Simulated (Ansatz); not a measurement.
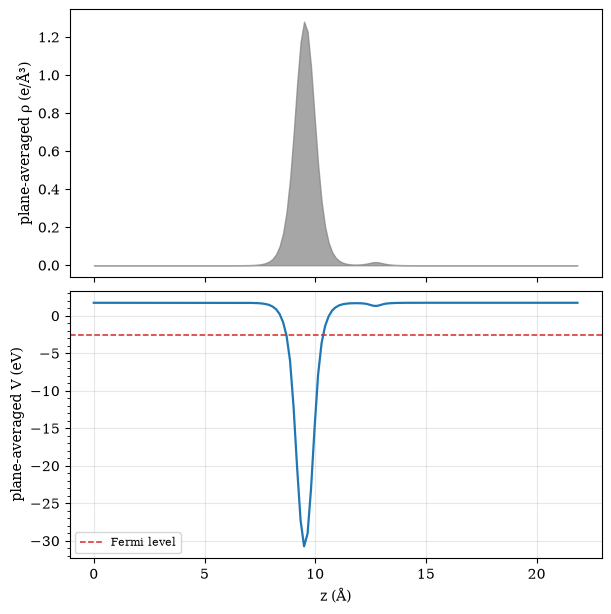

*HC$_{24}$ (slab). Plane average of the electrostatic potential energy of an electron and of the valence pseudo-density across the slab.*

The calculation used DFT PBE+D3(BJ), scalar-relativistic, plane waves, PAW (Ansatz).

The density is the valence pseudo-density of a PAW calculation; it isn't the true density close to the nuclei.

Q: How far above the Fermi level of the calculation is the vacuum level?

A: 4.2 eV.

Q: How thick is the slab, and how wide the vacuum?

A: The outermost nuclei are 3.2 Å apart, in 2 atomic planes; the vacuum between periodic images is 18.8 Å wide.
